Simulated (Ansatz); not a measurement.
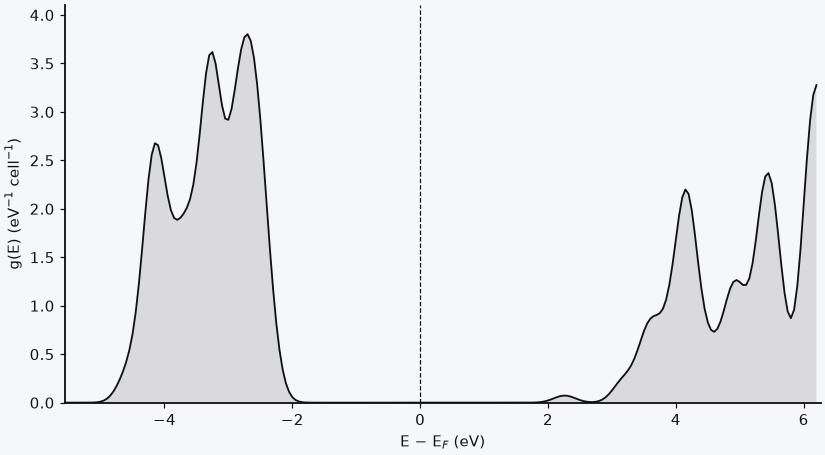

Density of states. Energies are counted from the Fermi level. The curve is built from the levels of the k mesh with Gaussians 0.4 eV wide, which also blur the band edges.

Calculation on NaI, space group R3m, 2 atoms in the cell.

Method: HSE06, plane waves, PAW datasets (generated soft set 1), no spin polarisation, 4×4×4 k mesh, 280 eV cutoff, Fermi-Dirac smearing of 0.05 eV (Ansatz).

Is there a gap at the Fermi level, and how wide?

There is a gap; over the k points computed it is 4.59 eV (direct among those points).

How wide is the upper valence band?

The upper group of valence states starts about 2.2 eV under the valence-band top (which lies at −2.3 eV on this axis), with a gap beneath it; it holds about 6 electrons a cell.

Spin-orbit coupling is left out, which matters for I.
